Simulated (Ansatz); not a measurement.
Input

```
crystal:
  lattice:
    - [-4.0662586923, 3.7659778812, 1.7013381971]
    - [3.7659778812, -4.0662586923, 1.7013381971]
    - [2.6727158949, 2.6727158949, -2.2513030524]
  atoms:
    - { symbol: Pb, position: [0.989490549, 0.010509451, 0.0] }
    - { symbol: Pb, position: [0.760509451, 0.239490549, 0.5] }
hamiltonian:
  xc: rpbe
  pseudopotentials:
    kind: paw
    azcp:
      Pb: "pseudopotentials/Pb.paw.azcp"
basis:
  ecutwfc: 420
  fft_grid_basis: typed
kpoints:
  mp_grid: { grid: [13, 13, 10], shift: [0, 0, 0] }
magnetization:
  spin_polarized: false
scf:
  occupations: { method: fermi_dirac, width: 0.1 }
  lower_state_search: "off"
output:
  stress: true
  write_density: true
  write_potential: true
  elf: true
  volumetric_format: npy
```

Command:

```sh
ansatz run input.yaml --threads 2 --pin off --max-ram 5120MiB --backend cpu --events-out ev --progress --plain --runs-dir out
```

Below, planes, directions and counts refer to the conventional cell (a = 3.43 Å, b = 11.08 Å, c = 3.55 Å, α = 90.00°, β = 101.83°, γ = 90.00°).

Space group C2/c; set up as Pb, beta-Sn type; a generated structure, not necessarily the stable one; changed on purpose from its base cell (volume × 0.96).

Method: DFT, RPBE, plane waves (420 eV) with PAW, scalar-relativistic in Ansatz 0.2.0.

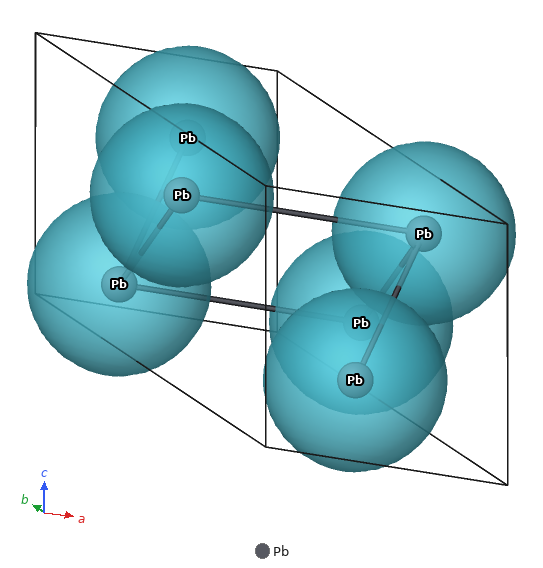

Pb. Isosurface of the valence electron density at 0.3 e/Å³ (cyan), seen slightly off an axis. Sticks mark near contacts.

What does this surface tell about the bonding?

Answer. At this value the density breaks into separate islands; it holds about 80 % of the electrons treated as valence (semicore included). It bridges none of the near contacts. It is pinched off along the shortest Pb–Pb (3.36 Å), Pb–Pb (3.43 Å), Pb–Pb (3.49 Å) and Pb–Pb (3.55 Å) contacts. On the grid the lowest density along these lines, outside the cores, is 0.15 e/Å³ (Pb–Pb, 3.36 Å), 0.14 e/Å³ (Pb–Pb, 3.43 Å), 0.12 e/Å³ (Pb–Pb, 3.49 Å) and 0.11 e/Å³ (Pb–Pb, 3.55 Å).

Does the calculation give a band gap?

Answer. It is gapless in this calculation (a metal or semimetal).
